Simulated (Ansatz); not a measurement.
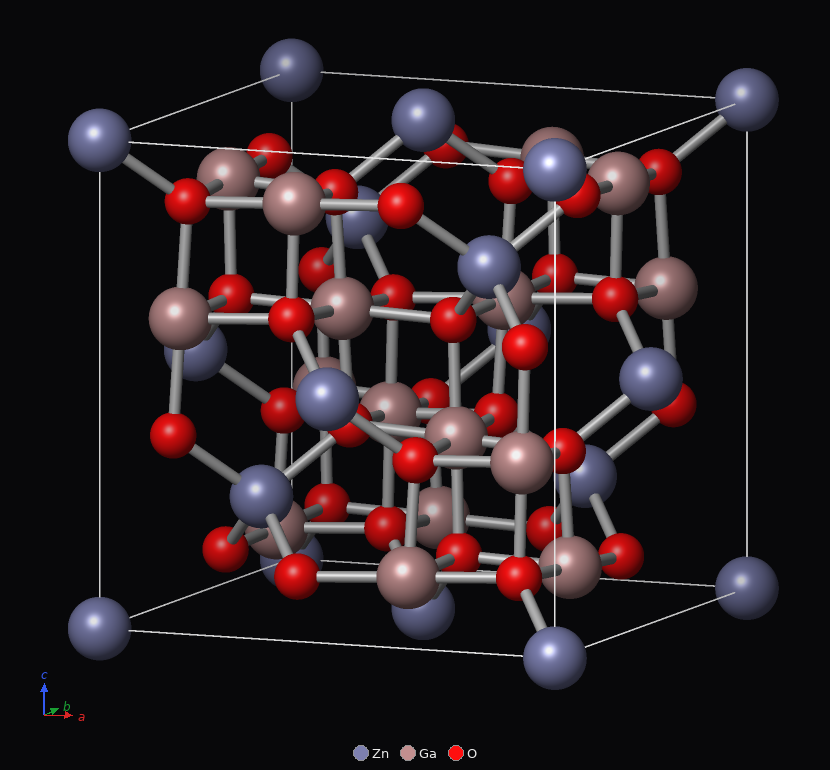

We look at a ball-and-stick model of the crystal slightly off an axis. One conventional unit cell is framed, with atoms on its boundary repeated.

ZnGa$_{2}$O$_{4}$, space group Fd-3m (No. 227), a = 8.34 Å, b = 8.34 Å, c = 8.34 Å, α = 90.00°, β = 90.00°, γ = 90.00°.

Run with DFT PBEsol, scalar-relativistic, plane waves, PAW in Ansatz 0.2.0 and these settings: a cutoff energy of 420 eV, k-points about 0.22 Å⁻¹ apart, no spin polarisation.

### Metal or not?

A semiconductor at this level, with a gap of 2.52 eV on the k-mesh (the true edges may lie between mesh points, so the gap can be somewhat smaller).

### What is the optical dielectric constant?

ε∞ averages 4.2.

Provenance: a structure listed in the Materials Project. Earlier steps of the study may have refined or changed the cell and positions. A calculation with Ansatz used it as input.
